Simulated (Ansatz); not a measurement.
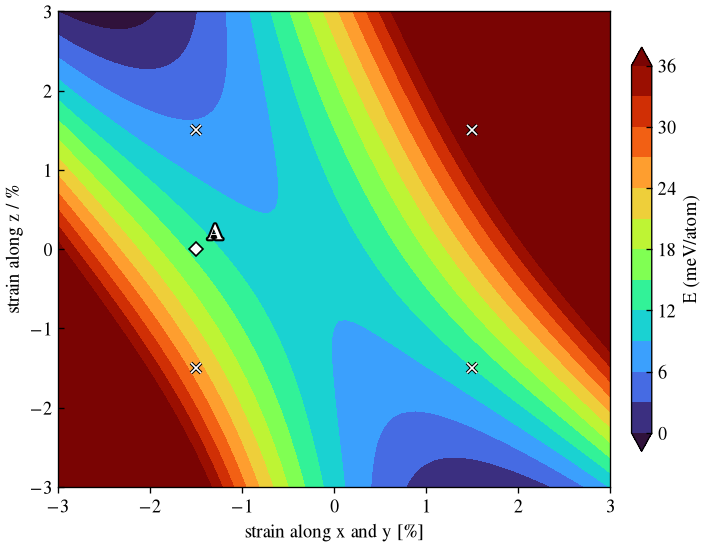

Ta (Fm-3m, No. 225; 1 atom in the cell). The cell is strained homogeneously, by one strain along x and y and another along z, with fractional coordinates fixed (x, y and z along the cube axes). Coordinates scanned: (1) strain along x and y; (2) strain along z. The scan uses a 5 × 5 grid. At 4 points there is no value. Points are written as (first, second). All energies are given in meV/atom relative to the lowest grid point. The reference cell is the one listed in the database, not relaxed at this level. All numbers below come from DFT r2SCAN, scalar-relativistic, plane waves, PAW (Ansatz). Settings: cutoff 500 eV, k-mesh 20×20×20, gaussian smearing 0.15 eV, no spin polarisation.

Drawn: filled contours, crosses at grid points without a value, one colour for all values above the top of the scale, the point A. Between grid points the surface is interpolated.

Which way does the force act at A, and how strong is it?

A, at (−1.5 %, 0.0 %), is not a stationary point. The computed force is 9 meV/atom for each 1 % towards larger values of strain along x and y and 6.3 meV/atom for each 1 % towards larger values of strain along z.
